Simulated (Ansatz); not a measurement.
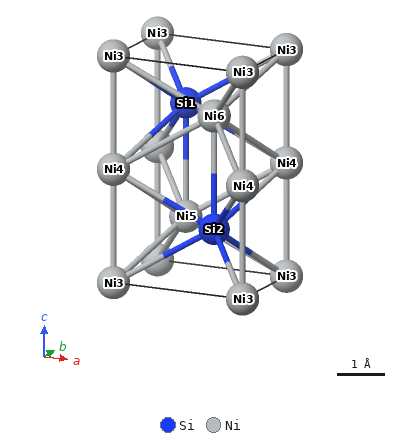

Fig. 1: The structure as given in the input (ball-and-stick view of the cell of the calculation, set on other vectors, seen slightly off an axis; atoms are numbered from 1 in the order of the input). An atom can appear more than once, as a periodic image. Near neighbours in the periodic cell (some may lie outside the picture): Si has 11 Ni at 2.23 to 2.55 Å; Ni has 8 Ni at 2.46 to 2.55 Å and 6 Si at 2.55 Å; Ni has 6 Ni at 2.55 Å and 5 Si at 2.23 to 2.46 Å.

## Two runs on Ni₂Si

System: Ni₂Si (6 atoms in the cell).
Method of the first run: DFT PBEsol, scalar-relativistic, plane waves, PAW, no spin polarisation (Ansatz 0.2.0).

The structure derives from an entry of the Crystallography Open Database. Text and figures count atoms from 1; the logs count them from 0 in places.

## Input, the first run
```yaml
crystal:
  lattice:
    - [3.8684636528, 0.0, 0.0]
    - [0.0, 4.9169852583, 0.0]
    - [1.9342318264, 0.0, 3.350187797]
  atoms:
    - { symbol: Si, position: [0.3333333333, 0.25, 0.3333333333] }
    - { symbol: Si, position: [0.6666666667, 0.75, 0.6666666667] }
    - { symbol: Ni, position: [0.0, 0.0, 0.0] }
    - { symbol: Ni, position: [0.0, 0.5, 0.0] }
    - { symbol: Ni, position: [0.3333333333, 0.75, 0.3333333333] }
    - { symbol: Ni, position: [0.6666666667, 0.25, 0.6666666667] }
basis:
  ecutwfc: 420
kpoints:
  mp_grid: { grid: [9, 7, 10] }
hamiltonian:
  xc: pbesol
scf:
  occupations: { method: gaussian, width: 0.1 }
output:
  forces: true
  stress: true
  eigenvalues: true
```

Command:
```bash
ansatz run input.yaml --threads 4 --pin off --max-ram 10240MiB --backend cpu --events-out ev --progress --plain --runs-dir out
```

Hardware: 4 threads of Intel Xeon (Granite Rapids), 32 GiB of memory available, shared host.

## Output, shortened to warnings, some set-up lines, iterations and results (the first run)
```
Warning: crystal.symmetry: narrowed to the stabiliser of the k-point mesh — unitary ops 24 → 4; excluded 20 operations that carry a point of the 9×7×10 mesh (shift [0, 0, 0]) off the mesh (the run samples exactly the mesh kpoints.mp_grid names, as under crystal.symmetry.detect: false, and its converged state has the mesh's symmetry, not the crystal's; ε∞, the Born charges and the force constants …
Basis set: ecut = 420 eV, 1253 PW (Γ), exchange–correlation on 54×72×54 points (8 copies of the dense FFT grid, shifted against one another)
Symmetry: 4 space group operations
k-points: 184 of 630
Initial density: superposition of atomic densities (neutral atoms: chi_scale 0, normalization atom), corrected by the library's trained network
[...]
SCF iter   1: F=—  HF=-24466.383894 eV  |F-HF|=—  |Δ(HF+E_count)|=         —  Δρ=2.07e-2  dr2=1.43e-1  ethr=1.77e-3  ⟨swp⟩=5.7  Hψ=32265  notcnv=0  defer=4
SCF iter   2: F=—  HF=-24466.360663 eV  |F-HF|=—  |Δ(HF+E_count)|=   2.32e-2  Δρ=4.65e-3  dr2=7.86e-3  ethr=1.79e-4  ⟨swp⟩=2.4  Hψ=15957  notcnv=0  defer=411
SCF iter   3: F=—  HF=-24466.359422 eV  |F-HF|=—  |Δ(HF+E_count)|=   1.24e-3  Δρ=1.60e-3  dr2=1.13e-3  ethr=9.82e-6  ⟨swp⟩=1.6  Hψ=9438  notcnv=0  defer=411
SCF iter   4: F=—  HF=-24466.359113 eV  |F-HF|=—  |Δ(HF+E_count)|=   3.09e-4  Δρ=3.99e-4  dr2=9.24e-5  ethr=1.41e-6  ⟨swp⟩=2.0  Hψ=12500  notcnv=0  defer=411
SCF iter   5: F=—  HF=-24466.359116 eV  |F-HF|=—  |Δ(HF+E_count)|=   2.92e-6  Δρ=1.09e-4  dr2=8.86e-6  ethr=1.16e-7  ⟨swp⟩=2.0  Hψ=10746  notcnv=0  defer=411
SCF iter   6: F=—  HF=-24466.359115 eV  |F-HF|=—  |Δ(HF+E_count)|=   1.54e-6  Δρ=3.23e-5  dr2=3.98e-7  ethr=1.11e-8  ⟨swp⟩=2.1  Hψ=12749  notcnv=0  defer=411
SCF iter   7: F=-24466.359114 eV  HF=-24466.359114 eV  |F-HF|=6.52e-8  |Δ(HF+E_count)|=   9.51e-8  Δρ=1.26e-5  dr2=6.44e-8  ethr=1.25e-10  ⟨swp⟩=9.1  Hψ=40381  notcnv=0
SCF 1 converged in 7 iterations: F = -24466.359114 eV  dr2 = 6.44e-8
SCF converged after 7 iterations
Free energy (F): -24466.359114 eV
Harris-Foulkes:  -24466.359114 eV  (|F-HF|=6.52e-8)
Internal energy: -24466.342815 eV  (E = F + TS)
E sigma→0 (E₀):  -24466.350965 eV
Entropy (-TS):   -0.016299 eV (-2.717 meV/atom)
Fermi energy:    17.648085 eV
--- Per-component energies (eV) ---
  E_band       = -1106.754356
  E_kinetic    = 1233.112281
  E_local      = -15776.886570  (includes V_loc(G=0)·N_el)
  E_nonlocal   = 2601.580227
  E_hartree    = 6745.076109
  E_xc         = -455.346750
  E_vxc        = -541.746320  (∫ρ·V_xc dr)
  E_paw        = -7385.066082  (= ΣΔE_a)
  E_vpaw       = -2112.968334  (= ΣTr[D̂ρ^β])
  E_aug_tail   = 0.001931  (compensation charges beyond the density's cutoff)
  E_ewald      = -11429.666238
  E_core_change = 0.852277  (= ΣΔE_core)
  E_smearing   = -0.016299  (= −TS)
  E_closure    = 0.000000  (closes the sum)
  Σ components = -24466.359114   (vs F -24466.359114, Δ=0.00e0)
--- Forces (eV/Å), atoms counted from 1 ---
  atom   1  Si     0.00173880     0.00000000     0.00077995
  atom   2  Si    -0.00173880     0.00000000    -0.00077995
  atom   3  Ni     0.00000000     0.00000000     0.00000000
  atom   4  Ni     0.00000000     0.00000000     0.00000000
  atom   5  Ni     0.00457513     0.00000000    -0.00253991
  atom   6  Ni    -0.00457513     0.00000000     0.00253991
  max |Σ_I F_I| component: 1.26e-29 eV/Å
--- Stress (GPa, compression-positive) ---
       -0.019678       0.000000       0.015398
        0.000000      -0.067162      -0.000000
        0.015398      -0.000000       0.022932
  P = ⅓ Tr σ = -0.0213 GPa (-0.213 kbar)
```

For the second run the input was changed thus:
```diff
-basis:
-  ecutwfc: 420
-  xc: pbesol
+  xc: lda
```

What does this change do to the results?

The total energies belong to different methods, so their difference says nothing on which is more stable or more accurate. The pressure goes from −0.02 to −6.44 GPa. The functional changes from PBEsol to LDA. The number of SCF iterations is the same.

## Output, shortened to warnings, some set-up lines, iterations and results (the second run)
```
Warning: crystal.symmetry: narrowed to the stabiliser of the k-point mesh — unitary ops 24 → 4; excluded 20 operations that carry a point of the 9×7×10 mesh (shift [0, 0, 0]) off the mesh (the run samples exactly the mesh kpoints.mp_grid names, as under crystal.symmetry.detect: false, and its converged state has the mesh's symmetry, not the crystal's; ε∞, the Born charges and the force constants …
Basis set: ecut = 420 eV, 1253 PW (Γ)
Symmetry: 4 space group operations
k-points: 184 of 630
Initial density: superposition of atomic densities (neutral atoms: chi_scale 0, normalization atom), corrected by the library's trained network
[...]
SCF iter   1: F=—  HF=-24314.384251 eV  |F-HF|=—  |Δ(HF+E_count)|=         —  Δρ=1.85e-2  dr2=9.82e-2  ethr=1.77e-3  ⟨swp⟩=5.7  Hψ=32276  notcnv=0  defer=4
SCF iter   2: F=—  HF=-24314.366667 eV  |F-HF|=—  |Δ(HF+E_count)|=   1.76e-2  Δρ=4.76e-3  dr2=7.64e-3  ethr=1.23e-4  ⟨swp⟩=2.2  Hψ=16880  notcnv=0  defer=410
SCF iter   3: F=—  HF=-24314.365718 eV  |F-HF|=—  |Δ(HF+E_count)|=   9.48e-4  Δρ=1.97e-3  dr2=1.71e-3  ethr=9.55e-6  ⟨swp⟩=1.5  Hψ=8664  notcnv=0  defer=410
SCF iter   4: F=—  HF=-24314.365388 eV  |F-HF|=—  |Δ(HF+E_count)|=   3.30e-4  Δρ=4.11e-4  dr2=1.08e-4  ethr=2.14e-6  ⟨swp⟩=1.8  Hψ=12139  notcnv=0  defer=410
SCF iter   5: F=—  HF=-24314.365367 eV  |F-HF|=—  |Δ(HF+E_count)|=   2.10e-5  Δρ=5.86e-5  dr2=2.35e-6  ethr=1.35e-7  ⟨swp⟩=2.0  Hψ=10239  notcnv=0  defer=410
SCF iter   6: F=—  HF=-24314.365370 eV  |F-HF|=—  |Δ(HF+E_count)|=   3.13e-6  Δρ=3.24e-5  dr2=5.11e-7  ethr=2.94e-9  ⟨swp⟩=2.0  Hψ=15566  notcnv=0  defer=410
SCF iter   7: F=-24314.365370 eV  HF=-24314.365370 eV  |F-HF|=8.50e-8  |Δ(HF+E_count)|=   3.77e-8  Δρ=1.46e-5  dr2=8.37e-8  ethr=1.25e-10  ⟨swp⟩=7.3  Hψ=38844  notcnv=0
SCF 1 converged in 7 iterations: F = -24314.365370 eV  dr2 = 8.37e-8
SCF converged after 7 iterations
Free energy (F): -24314.365370 eV
Harris-Foulkes:  -24314.365370 eV  (|F-HF|=8.50e-8)
Internal energy: -24314.349286 eV  (E = F + TS)
E sigma→0 (E₀):  -24314.357328 eV
Entropy (-TS):   -0.016084 eV (-2.681 meV/atom)
Fermi energy:    17.421002 eV
--- Per-component energies (eV) ---
  E_band       = -1115.084063
  E_kinetic    = 1235.406516
  E_local      = -15794.521012  (includes V_loc(G=0)·N_el)
  E_nonlocal   = 2612.543751
  E_hartree    = 6748.897469
  E_xc         = -456.083327
  E_vxc        = -543.049048  (∫ρ·V_xc dr)
  E_paw        = -7232.833308  (= ΣΔE_a)
  E_vpaw       = -2123.273523  (= ΣTr[D̂ρ^β])
  E_aug_tail   = 0.001720  (compensation charges beyond the density's cutoff)
  E_ewald      = -11429.666238
  E_core_change = 1.905143  (= ΣΔE_core)
  E_smearing   = -0.016084  (= −TS)
  E_closure    = -0.000000  (closes the sum)
  Σ components = -24314.365370   (vs F -24314.365370, Δ=0.00e0)
--- Forces (eV/Å), atoms counted from 1 ---
  atom   1  Si     0.00170609     0.00000000     0.00095712
  atom   2  Si    -0.00170609     0.00000000    -0.00095712
  atom   3  Ni     0.00000000     0.00000000     0.00000000
  atom   4  Ni     0.00000000     0.00000000     0.00000000
  atom   5  Ni     0.00428622     0.00000000    -0.00259632
  atom   6  Ni    -0.00428622     0.00000000     0.00259632
  max |Σ_I F_I| component: 1.26e-29 eV/Å
--- Stress (GPa, compression-positive) ---
       -6.776387       0.000000       0.012822
        0.000000      -5.824502      -0.000000
        0.012822      -0.000000      -6.732403
  P = ⅓ Tr σ = -6.4444 GPa (-64.444 kbar)
```

## The two runs side by side

```tsv
quantity	the first run	the second run
outcome	converged	converged
free energy per atom (eV)	−4077.7265	−4052.3942
energy per atom, smearing taken to zero (eV)	−4077.7252	−4052.3929
gap on the mesh (eV)	0.00	0.00
pressure (GPa)	−0.02	−6.44
largest force (eV/Å)	0.005	0.005
SCF iterations	7	7
irreducible k-points	184	184
plane waves at Γ	1253	1253
wall time (shared host)	5.3 s	5.1 s
```

For both runs: Warnings: the k-point mesh lowers the symmetry that the run can use. The run has no spin polarisation, so a magnetic state may lie lower. For the second run: The cell is under a tension of 6.4 GPa at this level, so it is not at its equilibrium volume.
